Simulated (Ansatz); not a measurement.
```
Ca O
1.0
     5.05200    0.00000    0.00000
     0.00000    0.00000   -5.05200
     0.00000    5.05200    0.00000
Ca O
4 4
Direct
  0.50000 0.50000 0.00000
  0.00000 0.50000 0.50000
  0.00000 0.00000 0.00000
  0.50000 0.00000 0.50000
  0.25000 0.75000 0.25000
  0.75000 0.75000 0.75000
  0.75000 0.25000 0.25000
  0.25000 0.25000 0.75000
```

Space group F-43m; a generated structure, not necessarily the stable one; changed on purpose from its base cell (volume × 0.932 of the coarse rest volume); computed pressure about 7 GPa in this cell.

The calculation used DFT PBEsol, scalar-relativistic, plane waves, PAW (Ansatz 0.2.0).

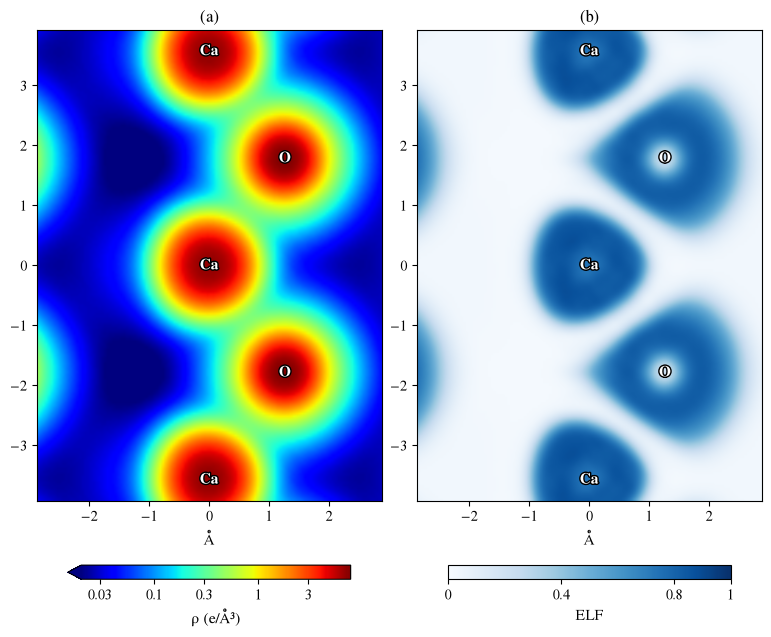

CaO. (a) valence pseudo-density; (b) ELF on the (011) plane of the conventional cell.

The density is the valence pseudo-density of a PAW calculation; it isn't the true density close to the nuclei.

> What does the map show?

The section cuts through Ca and O sites.
Ca–O (2.19 Å): ρ is about 0.41 e/Å³ halfway; the ELF peaks at about 0.80 in the valence shell of O, 0.6 Å from its nucleus, and drops to about 0.10 between the two atoms: a largely ionic contact.
Between the atoms the lowest density in this plane is 0.02 e/Å³.
The features right at Ca lie inside the PAW spheres, where the map follows smoothed inner orbitals and isn't to be read closely.

> Metal or insulator at this level of theory?

It is gapped, with a Kohn–Sham gap of 3.5 eV on the k-point mesh (the band edges may lie off the mesh, which would make the gap smaller).
